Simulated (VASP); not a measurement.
# Driving VASP from ASE on ZnS (Wurtzite-2H)

Do ASE scripts that read ZnS (Wurtzite-2H) from different structure formats give one answer, and do several routes find one equilibrium volume? All runs use LDA. Left out of this account: 1 further run (fields: a reference on another mesh). The start is a cell from a database of measured crystal structures.

Program: VASP 6.6.1. Level of theory: LDA; plane waves and PAW (Zn, S). Results are calculated unless marked as measured.

The database entry behind the starting cell has ideal inner coordinates that were not refined, so it need not match the best structure at ambient conditions.

## 1. Starting point

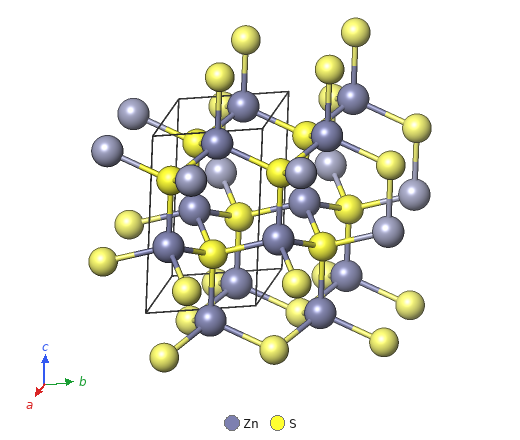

The starting structure, seen slightly off an axis (zinc blue, sulfur yellow). 2×2×1 cells are drawn. Some periodic images of atoms are drawn too.

Coordinates:

```cif
data_structure
_symmetry_space_group_name_H-M 'P 1'
_symmetry_Int_Tables_number 1
_cell_length_a 3.8180
_cell_length_b 3.8180
_cell_length_c 6.2600
_cell_angle_alpha 90.000
_cell_angle_beta 90.000
_cell_angle_gamma 120.000
_cell_volume 79.03
loop_
_atom_site_label
_atom_site_type_symbol
_atom_site_fract_x
_atom_site_fract_y
_atom_site_fract_z
_atom_site_occupancy
Zn1 Zn 0.33333 0.66667 0.00000 1
Zn2 Zn 0.66667 0.33333 0.50000 1
S3 S 0.33333 0.66667 0.37500 1
S4 S 0.66667 0.33333 0.87500 1
```

## 2. Total energy, forces and stress (LDA, through ASE)

A single point through ASE, with the structure typed into the script.

run.py

```python
import numpy as np
from ase.calculators.vasp import Vasp
from ase import Atoms
from ase.dft.bandgap import bandgap

atoms = Atoms(['Zn', 'Zn', 'S', 'S'],
              cell=[[3.818, 0.0, 0.0], [-1.909, 3.30648499, 0.0], [0.0, 0.0, 6.26]],
              scaled_positions=[[0.33333333, 0.66666667, 0.0], [0.66666667, 0.33333333, 0.5], [0.33333333, 0.66666667, 0.375], [0.66666667, 0.33333333, 0.875]],
              pbc=True)

calc = Vasp(
    xc='lda',
    pp='LDA',
    prec='Accurate',
    encut=400,
    ediff=1e-06,
    nelm=100,
    ismear=-1,
    sigma=0.05,
    lreal=False,
    algo='Normal',
    nbands=24,
    lorbit=11,
    lwave=False,
    lcharg=False,
    kpar=4,
    isif=2,
    pp_version='64',
    setups={'Zn': '', 'S': ''},
    kpts=(7, 7, 4),
    gamma=True,
    txt='vasp.out',
)
atoms.calc = calc

print("energy (eV):", round(atoms.get_potential_energy(), 6))
print("Fermi level (eV):", round(calc.get_fermi_level(), 4))
print("forces (eV/A):")
print(np.round(atoms.get_forces(), 4))
print("stress (GPa, Voigt, tension positive):", np.round(atoms.get_stress() * 160.21766, 3))
gap, p1, p2 = bandgap(calc, direct=False)
print("gap on the mesh (eV):", round(gap, 4))
```

Potentials, in the order of the species: Zn and S (LDA family, release 64).

On the command line:

```console
$ export ASE_VASP_COMMAND="mpirun -np 4 vasp_std"
$ python run.py
```

The log of the run:

```text
energy (eV): -16.336442
Fermi level (eV): 2.9514
forces (eV/A):
[[-0.      0.      0.0139]
 [ 0.      0.      0.0139]
 [-0.     -0.     -0.0139]
 [ 0.      0.     -0.0139]]
stress (GPa, Voigt, tension positive): [ 4.612  4.612  4.669 -0.    -0.    -0.   ]
gap on the mesh (eV): 1.9496
```

It took 10 s on 4 MPI ranks of Intel Xeon Platinum 8259CL at 2.50GHz (Skylake/Cascade Lake), shared host; peak memory 0.61 GiB; 34 s of CPU time.

Lines that name or quote the potential files are left out of all logs, and their timing lines are given in words.

ASE turned this into the INCAR:

```
ENCUT = 400.000000
SIGMA = 0.050000
EDIFF = 1.00e-06
ALGO = Normal
PREC = Accurate
ISIF = 2
ISMEAR = -1
KPAR = 4
LORBIT = 11
NBANDS = 24
NELM = 100
LCHARG = .FALSE.
LWAVE = .FALSE.
LREAL = .FALSE.
```

The KPOINTS that ASE wrote:

```
KPOINTS created by Atomic Simulation Environment
0
Gamma
7 7 4
0 0 0
```

VASP's own log, vasp.out:

```text
[banner, memory and clock lines left out]
running    4 mpi-ranks, on    1 nodes
 distrk:  each k-point on    1 cores,    4 groups
 distr:  one band on    1 cores,    1 groups

 POSCAR found type information on POSCAR ZnS
 POSCAR found :  2 types and       4 ions
 LDA part: xc-table for (Slater(with rela. corr.)+CA(PZ))
 , standard interpolation
 POSCAR, INCAR and KPOINTS ok, starting setup
 FFT: planning ... GRIDC
 FFT: planning ... GRID_SOFT
 FFT: planning ... GRID
 WAVECAR not read
 entering main loop
       N       E                     dE             d eps       ncg     rms          rms(c)
DAV:   1     0.210326703630E+03    0.21033E+03   -0.14932E+04  1152   0.151E+03
DAV:   2     0.126738089070E+01   -0.20906E+03   -0.20301E+03  1240   0.324E+02
DAV:   3    -0.168422373097E+02   -0.18110E+02   -0.18003E+02  1448   0.102E+02
DAV:   4    -0.171839533775E+02   -0.34172E+00   -0.34145E+00  1368   0.146E+01
DAV:   5    -0.171906609681E+02   -0.67076E-02   -0.67072E-02  1472   0.192E+00    0.967E+00
DAV:   6    -0.163602558567E+02    0.83041E+00   -0.18494E+00  1696   0.404E+01    0.740E+00
DAV:   7    -0.163558289084E+02    0.44269E-02   -0.14324E+00  1288   0.715E+00    0.310E+00
DAV:   8    -0.163371884179E+02    0.18640E-01   -0.64662E-02  1576   0.259E+00    0.865E-01
DAV:   9    -0.163363582743E+02    0.83014E-03   -0.12326E-02  1608   0.177E+00    0.253E-01
DAV:  10    -0.163364211149E+02   -0.62841E-04   -0.62503E-04  1472   0.256E-01    0.152E-01
DAV:  11    -0.163364463829E+02   -0.25268E-04   -0.78215E-05  1416   0.142E-01    0.101E-01
DAV:  12    -0.163364412597E+02    0.51233E-05   -0.34022E-05  1392   0.120E-01    0.936E-03
DAV:  13    -0.163364416093E+02   -0.34969E-06   -0.23762E-06  1096   0.105E-02
   1 F= -.16336442E+02 E0= -.16336442E+02  d E =-.127662E-09
```

From OUTCAR (step 2):

```text
ion  position               nearest neighbor table
   1  0.333  0.667  0.000-   4 2.34   4 2.34   4 2.34   3 2.35
   2  0.667  0.333  0.500-   3 2.34   3 2.34   3 2.34   4 2.35
   3  0.333  0.667  0.375-   2 2.34   2 2.34   2 2.34   1 2.35
   4  0.667  0.333  0.875-   1 2.34   1 2.34   1 2.34   2 2.35

  LATTYP: Found a hexagonal cell.
 ALAT       =     3.8180000000
 C/A-ratio  =     1.6396018858

 Subroutine GETGRP returns: Found 12 space group operations
 (whereof  6 operations were pure point group operations)

The static configuration has the point symmetry C_3v.
 The point group associated with its full space group is C_6v.

 Found     24 irreducible k-points:

   k-points           NKPTS =     24   k-points in BZ     NKDIM =     24   number of bands    NBANDS=     24

   dimension x,y,z NGX =    28 NGY =   28 NGZ =   42
   dimension x,y,z NGXF=    56 NGYF=   56 NGZF=   84

   ENCUT  =  400.0 eV  29.40 Ry    5.42 a.u.   6.23  6.23 10.21*2*pi/ulx,y,z

   NELECT =      36.0000    total number of electrons

 k-points in reciprocal lattice and weights: KPOINTS created by Atomic Simulation Env
   0.00000000  0.00000000  0.00000000       0.005
   0.14285714  0.00000000  0.00000000       0.031
   0.28571429  0.00000000  0.00000000       0.031
   0.42857143 -0.00000000  0.00000000       0.031
   0.14285714  0.14285714  0.00000000       0.031
   0.28571429  0.14285714  0.00000000       0.061
   0.42857143  0.14285714  0.00000000       0.031
   0.28571429  0.28571429  0.00000000       0.031
   0.00000000  0.00000000  0.25000000       0.010
[...]
0.42857143  0.14285714  0.50000000       0.031
   0.28571429  0.28571429  0.50000000       0.031

 average (electrostatic) potential at core
       1 -37.4762       2 -37.4762       3 -89.2115       4 -89.2115

 E-fermi :   2.9514

 k-point     1 :       0.0000    0.0000    0.0000
  band No.  band energies     occupation
    ...
     14       1.0330      2.00000
     15       1.0330      2.00000
     16       1.8544      2.00000
     17       1.9297      2.00000
     18       1.9297      2.00000
     19       3.8793      0.00000
     20       4.8170      0.00000
     21       8.0917      0.00000
     22       8.0917      0.00000
     23       8.3629      0.00000
    ...

 k-point     2 :       0.1429    0.0000    0.0000
  band No.  band energies     occupation
    ...
     14       0.0406      2.00000
     15       0.7259      2.00000
     16       0.8255      2.00000
     17       1.6735      2.00000
     18       1.7584      2.00000
     19       4.8552      0.00000
     20       5.6534      0.00000
     21       7.5909      0.00000
     22       8.4613      0.00000
     23       8.6260      0.00000
    ...

 k-point     3 :       0.2857    0.0000    0.0000
  band No.  band energies     occupation
    ...
     14      -1.4028      2.00000
     15      -0.6987      2.00000
     16       0.1458      2.00000
     17       1.1122      2.00000
     18       1.3730      2.00000
     19       5.7464      0.00000
     20       5.8025      0.00000
     21       7.5781      0.00000
     22       8.3341      0.00000
     23       8.8335      0.00000
    ...

  Total       -2.2750307     -2.2750307     -2.3031040      0.0000000      0.0000000      0.0000000
  in kB      -46.1233701    -46.1233700    -46.6925199      0.0000000      0.0000000      0.0000000
  external PRESSURE =     -46.3130867 kB  Pullay stress =       0.0000000 kB

  energy-cutoff  :      400.00
  volume of cell :       79.03
      direct lattice vectors                 reciprocal lattice vectors
     3.818000000  0.000000000  0.000000000     0.261917234  0.151217986  0.000000000
    -1.909000000  3.306484990  0.000000000     0.000000000  0.302435971  0.000000000
     0.000000000  0.000000000  6.260000000     0.000000000  0.000000000  0.159744409

 POSITION                                       TOTAL-FORCE (eV/Angst)
 -----------------------------------------------------------------------------------
     -0.00000      2.20432      0.00000        -0.000000      0.000000      0.013878
      1.90900      1.10216      3.13000         0.000000      0.000000      0.013878
     -0.00000      2.20432      2.34750        -0.000000     -0.000000     -0.013878
      1.90900      1.10216      5.47750         0.000000      0.000000     -0.013878
 -----------------------------------------------------------------------------------
    total drift:                               -0.000011      0.000006      0.000284

  FREE ENERGIE OF THE ION-ELECTRON SYSTEM (eV)
  ---------------------------------------------------
  free  energy   TOTEN  =       -16.3364416093 eV

  energy  without entropy=      -16.3364416092  energy(sigma->0) =      -16.33644161

 total charge
# of ion       s       p       d       tot
------------------------------------------
    1        0.532   0.485   9.797  10.814
    2        0.532   0.485   9.797  10.814
    3        1.314   2.411   0.000   3.725
    4        1.314   2.411   0.000   3.725
--------------------------------------------------
tot          3.692   5.792  19.593  29.078

[... 3 further parts left out ...]
```

The gap is read on the k-mesh alone, so it is an upper bound where the band edges lie off the mesh. At this level the cell is under a tension of 4.6 GPa, so at these settings it is away from equilibrium.

This step gave:

```yaml
electronic_steps: 13
electrons: 36
bands: 24
irreducible_k_points: 24
symmetry_operations: 12
free_energy_toten: -16.34 eV
fermi_energy: 2.951 eV
pressure: -4.631 GPa
metallic: no
valence_top_at_k: 0, 0, 0
conduction_bottom_at_k: 0, 0, 0
least_direct_gap_at_k: 0, 0, 0
gap_on_the_k_mesh: 1.950 eV
least_direct_gap_on_the_k_mesh: 1.950 eV
```

The pressure is -4.63 GPa and the largest force 0.014 eV/Å, so the cell is not at a minimum at these settings.

## 3. Self-consistent run (LDA, through ASE)

The single point through ASE, with the structure read from a CIF with its space group. The mesh changes to 6×6×3, so this is no clean test of the format.

Edit run.py of step 2 so:

```diff
@@ -2,9 +2,6 @@
 from ase.calculators.vasp import Vasp
-from ase import Atoms
+from ase.io import read
 from ase.dft.bandgap import bandgap
 
-atoms = Atoms(['Zn', 'Zn', 'S', 'S'],
-              cell=[[3.818, 0.0, 0.0], [-1.909, 3.30648499, 0.0], [0.0, 0.0, 6.26]],
-              scaled_positions=[[0.33333333, 0.66666667, 0.0], [0.66666667, 0.33333333, 0.5], [0.33333333, 0.66666667, 0.375], [0.66666667, 0.33333333, 0.875]],
-              pbc=True)
+atoms = read('ZnS.cif')
 
@@ -29,3 +26,3 @@
     setups={'Zn': '', 'S': ''},
-    kpts=(7, 7, 4),
+    kpts=(6, 6, 3),
     gamma=True,
```

ZnS.cif

```cif
data_ZnS
_cell_length_a 3.81800000
_cell_length_b 3.81800000
_cell_length_c 6.26000000
_cell_angle_alpha 90.00000000
_cell_angle_beta 90.00000000
_cell_angle_gamma 120.00000000
_space_group_name_H-M_alt 'P6_3mc'
_space_group_name_Hall 'P 6c -2c'
_space_group_IT_number 186
loop_
_space_group_symop_operation_xyz
'x,y,z'
'x-y,x,z+1/2'
'-y,x-y,z'
'-x,-y,z+1/2'
'-x+y,-x,z'
'y,-x+y,z+1/2'
'y,x,z+1/2'
'x,x-y,z'
'x-y,-y,z+1/2'
'-y,-x,z'
'-x,-x+y,z+1/2'
'-x+y,y,z'
loop_
_atom_site_label
_atom_site_type_symbol
_atom_site_symmetry_multiplicity
_atom_site_Wyckoff_symbol
_atom_site_fract_x
_atom_site_fract_y
_atom_site_fract_z
_atom_site_occupancy
Zn1 Zn 2 b 0.3333333333 0.6666666667 0.0000000000 1
S1 S 2 b 0.3333333333 0.6666666667 0.3750000000 1
```

The log of the run:

```text
energy (eV): -16.331721
Fermi level (eV): 2.9407
forces (eV/A):
[[ 0.      0.      0.0146]
 [-0.      0.      0.0146]
 [-0.     -0.     -0.0146]
 [-0.      0.     -0.0146]]
stress (GPa, Voigt, tension positive): [ 4.598  4.598  4.662 -0.    -0.     0.   ]
gap on the mesh (eV): 1.9487
```

Elapsed: 7.8 s, on 4 MPI ranks; peak memory 0.58 GiB.

ASE turned this into the INCAR:

```
ENCUT = 400.000000
SIGMA = 0.050000
EDIFF = 1.00e-06
ALGO = Normal
PREC = Accurate
ISIF = 2
ISMEAR = -1
KPAR = 4
LORBIT = 11
NBANDS = 24
NELM = 100
LCHARG = .FALSE.
LWAVE = .FALSE.
LREAL = .FALSE.
```

ASE turned this into the KPOINTS:

```
KPOINTS created by Atomic Simulation Environment
0
Gamma
6 6 3
0 0 0
```

vasp.out:

```text
[... set-up lines as in an earlier step ...]
 entering main loop
       N       E                     dE             d eps       ncg     rms          rms(c)
DAV:   1     0.206666379697E+03    0.20667E+03   -0.14985E+04   672   0.151E+03
DAV:   2     0.126459515734E+01   -0.20540E+03   -0.19806E+03   744   0.322E+02
DAV:   3    -0.168437704408E+02   -0.18108E+02   -0.18031E+02   816   0.101E+02
DAV:   4    -0.171815596673E+02   -0.33779E+00   -0.33762E+00   824   0.147E+01
DAV:   5    -0.171879869904E+02   -0.64273E-02   -0.64268E-02   832   0.188E+00    0.966E+00
DAV:   6    -0.163570733782E+02    0.83091E+00   -0.18771E+00  1008   0.404E+01    0.739E+00
DAV:   7    -0.163507891505E+02    0.62842E-02   -0.14140E+00   744   0.715E+00    0.311E+00
DAV:   8    -0.163324950024E+02    0.18294E-01   -0.61017E-02   920   0.241E+00    0.863E-01
DAV:   9    -0.163316426251E+02    0.85238E-03   -0.11658E-02   912   0.167E+00    0.251E-01
DAV:  10    -0.163317013629E+02   -0.58738E-04   -0.56538E-04   856   0.247E-01    0.147E-01
DAV:  11    -0.163317251597E+02   -0.23797E-04   -0.73308E-05   800   0.124E-01    0.925E-02
DAV:  12    -0.163317209308E+02    0.42289E-05   -0.28742E-05   816   0.109E-01    0.745E-03
DAV:  13    -0.163317212154E+02   -0.28464E-06   -0.15869E-06   512   0.100E-02
   1 F= -.16331721E+02 E0= -.16331721E+02  d E =-.206300E-09
```

OUTCAR, selected parts (step 3):

```text
 Found     14 irreducible k-points:

   k-points           NKPTS =     14   k-points in BZ     NKDIM =     14   number of bands    NBANDS=     24

   NELECT =      36.0000    total number of electrons

 E-fermi :   2.9407

 k-point     1 :       0.0000    0.0000    0.0000
  band No.  band energies     occupation
    ...
     14       1.0346      2.00000
     15       1.0346      2.00000
     16       1.8562      2.00000
     17       1.9314      2.00000
     18       1.9314      2.00000
     19       3.8801      0.00000
     20       4.8175      0.00000
     21       8.0921      0.00000
     22       8.0921      0.00000
     23       8.3634      0.00000
    ...

 k-point     2 :       0.1667   -0.0000    0.0000
  band No.  band energies     occupation
    ...
     14      -0.2185      2.00000
     15       0.5648      2.00000
     16       0.6350      2.00000
     17       1.6078      2.00000
     18       1.7031      2.00000
     19       5.0609      0.00000
     20       5.7931      0.00000
     21       7.5492      0.00000
     22       8.5596      0.00000
     23       8.5888      0.00000
    ...

  Total       -2.2681630     -2.2681630     -2.2996362     -0.0000000      0.0000000      0.0000000
  in kB      -45.9841368    -45.9841368    -46.6222152     -0.0000000      0.0000000      0.0000000
  external PRESSURE =     -46.1968296 kB  Pullay stress =       0.0000000 kB

  energy-cutoff  :      400.00
  volume of cell :       79.03
      direct lattice vectors                 reciprocal lattice vectors
     3.818000000  0.000000000  0.000000000     0.261917234  0.151217986  0.000000000
    -1.909000000  3.306484992  0.000000000     0.000000000  0.302435971  0.000000000
     0.000000000  0.000000000  6.260000000     0.000000000  0.000000000  0.159744409

 POSITION                                       TOTAL-FORCE (eV/Angst)
 -----------------------------------------------------------------------------------
     -0.00000      2.20432      0.00000         0.000000      0.000000      0.014639
      1.90900      1.10216      3.13000        -0.000000      0.000000      0.014639
     -0.00000      2.20432      2.34750        -0.000000     -0.000000     -0.014639
      1.90900      1.10216      5.47750        -0.000000      0.000000     -0.014639
 -----------------------------------------------------------------------------------
    total drift:                                0.000000     -0.000000      0.000401

  FREE ENERGIE OF THE ION-ELECTRON SYSTEM (eV)
  ---------------------------------------------------
  free  energy   TOTEN  =       -16.3317212154 eV

  energy  without entropy=      -16.3317212152  energy(sigma->0) =      -16.33172122

 total charge
# of ion       s       p       d       tot
------------------------------------------
    1        0.531   0.485   9.797  10.813
    2        0.531   0.485   9.797  10.813
    3        1.314   2.412   0.000   3.726
    4        1.314   2.412   0.000   3.726
--------------------------------------------------
tot          3.691   5.794  19.594  29.078

[... 6 parts as in an earlier step ...]

[... 6 further parts left out ...]
```

A gap read on the k-mesh alone can miss the band edges.

Numbers from this step:

| Quantity | Value |
| --- | --- |
| irreducible k points | 14 |
| free energy (TOTEN) | -16.33 eV |
| Fermi energy | 2.941 eV |
| pressure | -4.620 GPa |
| gap on the k-mesh | 1.949 eV |
| least direct gap on the k-mesh | 1.949 eV |

The energy lies +1.18 meV an atom from the first script, on another mesh.

(Part 1 of 3 ends here.)

[Lines on the potential files, build, host, timing and source positions are cut from VASP's logs without a mark.]

[Logs are printed without paths, hosts, clocks, repeated set-up lines and the standing remarks that a program may print on its own settings, such as how far it seeks lower states.]

[Hosts, paths, dates, database ids (printed as entryN), source tags and the programs' standing remarks are cut or masked in the printed files.]

[A measured line is paired with the nearest computed mode of its activity, which favours agreement.]
